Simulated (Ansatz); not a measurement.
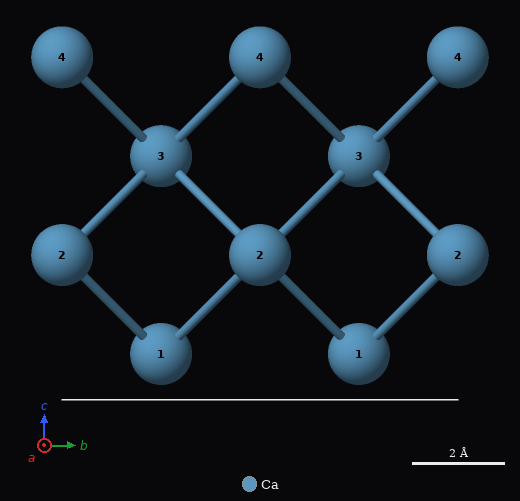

A slab of composition Ca (cut from the Im-3m phase), before the constrained relaxation. The picture is a ball-and-stick view of the 2 × 2 repeat of the cell, outlined in the plane, without the vacuum, seen along the a axis.

Case: clean slab, lower half held. The slab is the (1 0 0) face of Ca. 2 atoms are held fixed.

Level of theory: DFT PBEsol, scalar-relativistic, plane waves, PAW (Ansatz 0.2.0).

Input file:
```yaml
crystal:
  lattice:
    - [4.3230137468, 0.0, 0.0]
    - [0.0, 4.3230137468, 0.0]
    - [0.0, 0.0, 23.4845206202]
  atoms:
    - { symbol: Ca, position: [0.5, 0.5, 0.3619405368] }
    - { symbol: Ca, position: [0.0, 0.0, 0.4539801789] }
    - { symbol: Ca, position: [0.5, 0.5, 0.5460198211] }
    - { symbol: Ca, position: [0.0, 0.0, 0.6380594632] }
basis:
  ecutwfc: 420
kpoints:
  mp_grid: { grid: [7, 7, 1] }
hamiltonian:
  xc: pbesol
scf:
  occupations: { method: gaussian, width: 0.1 }
output:
  forces: true
  eigenvalues: true
relax:
  adjacent_minimum: "off"
  f_tol: 0.03
  max_steps: 70
  constraints: [{ sites: [0, 1] }]
efield:
  axis: 3
  dipole_correction: true
```

Question: Predict the outcome.

Answer: The energy falls by 4.3 meV per cell of the calculation in 2 geometry steps. Largest force component: 0.13 eV/Å at the start, 0.0066 eV/Å at the end. The atom that moves furthest is Ca3 (0.078 Å along the normal (−c)). The lattice vectors keep their values. Some distances before and after: Ca2–Ca3 3.744 → 3.699 Å, Ca3–Ca4 3.744 → 3.773 Å.

Step by step:

```json
{"step": "0", "E − E(0), meV/atom": "0.00", "largest force component, eV/Å": "0.1274"}
{"step": "1", "E − E(0), meV/atom": "-0.83", "largest force component, eV/Å": "0.0564"}
{"step": "2", "E − E(0), meV/atom": "-1.07", "largest force component, eV/Å": "0.0066"}
```

The end point in the same view:

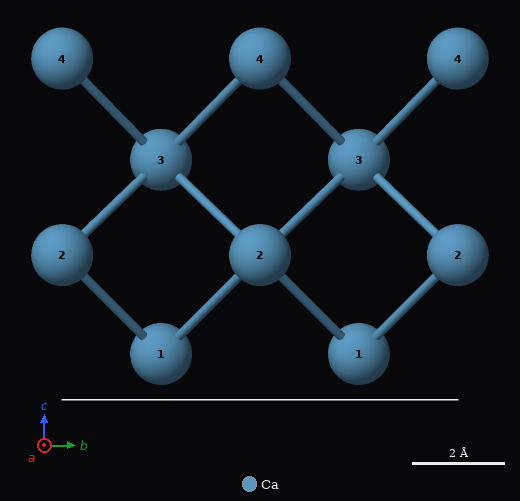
